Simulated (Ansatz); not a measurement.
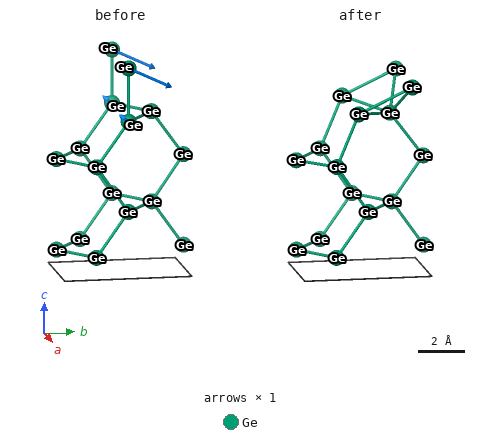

The structure of a slab of composition Ge (cut from the Fd-3m phase) before (left) and after (right) a constrained relaxation, at one scale. The blue arrows give the displacements, at their true length.

A ball-and-stick model of the cell of the calculation, outlined in the plane, without the vacuum, seen slightly off an axis.

Case: Ge put at a top Ge site. The slab is the (1 1 0) face of Ge with Ge on it. 4 atoms are held fixed.

The calculation used Ansatz 0.2.0, DFT PBEsol, scalar-relativistic, plane waves, PAW.

Input
```yaml
crystal:
  lattice:
    - [4.0133694117, 0.0, 0.0]
    - [0.0, 5.6757614529, 0.0]
    - [0.0, 0.0, 25.0200541176]
  atoms:
    - { symbol: Ge, position: [0.5, 0.0, 0.3397274826] }
    - { symbol: Ge, position: [0.0, 0.25, 0.3397274826] }
    - { symbol: Ge, position: [0.0, 0.5, 0.4199305348] }
    - { symbol: Ge, position: [0.5, 0.75, 0.4199305348] }
    - { symbol: Ge, position: [0.5, -0.0011780447, 0.5024610395] }
    - { symbol: Ge, position: [0.0, 0.2511780447, 0.5024610395] }
    - { symbol: Ge, position: [0.0, 0.5027853503, 0.5819181567] }
    - { symbol: Ge, position: [0.5, 0.7472146497, 0.5819181567] }
    - { symbol: Ge, position: [0.0, 0.5027853503, 0.6778412106] }
basis:
  ecutwfc: 420
kpoints:
  mp_grid: { grid: [7, 5, 1] }
hamiltonian:
  xc: pbesol
scf:
  occupations: { method: gaussian, width: 0.1 }
output:
  forces: true
  eigenvalues: true
  write_density: true
  write_potential: true
  elf: true
  volumetric_format: npy
relax:
  adjacent_minimum: "off"
  f_tol: 0.03
  max_steps: 70
  constraints: [{ sites: [0, 1, 2, 3] }]
efield:
  axis: 3
  dipole_correction: true
  ramp_width: 0.04
```

Command:
```bash
ansatz run input.yaml --threads 2 --pin off --max-ram 5120MiB --backend cpu --events-out ev --progress --plain --runs-dir out
```

Summarise the run.

Answer. The energy falls by 1.084 eV per cell of the calculation in 13 accepted moves (14 points after the start). The largest force component goes from 0.47 to 0.0078 eV/Å. 1 step only repeated the SCF at the same geometry. The largest move is that of Ge9, 2.16 Å at 64° to the normal (−c side). The lattice vectors keep their values. Among the contacts that change: Ge8–Ge9 3.422 → 2.601 Å, Ge7–Ge8 2.440 → 2.706 Å, Ge7–Ge9 2.400 → 2.643 Å, Ge6–Ge7 2.448 → 2.527 Å. Bond angles that change, for instance: Ge8–Ge7–Ge9 90.0° → 58.2°, Ge7–Ge8–Ge7 110.7° → 95.7°, Ge3–Ge6–Ge7 109.9° → 123.3°. Cost: 7.5 min on 2 threads of Arm Neoverse V2 (shared host), peak memory 1 GiB.

Limits of the set-up: the periodic images lie only 4.0 Å apart, so the values are limited by the cell's size.
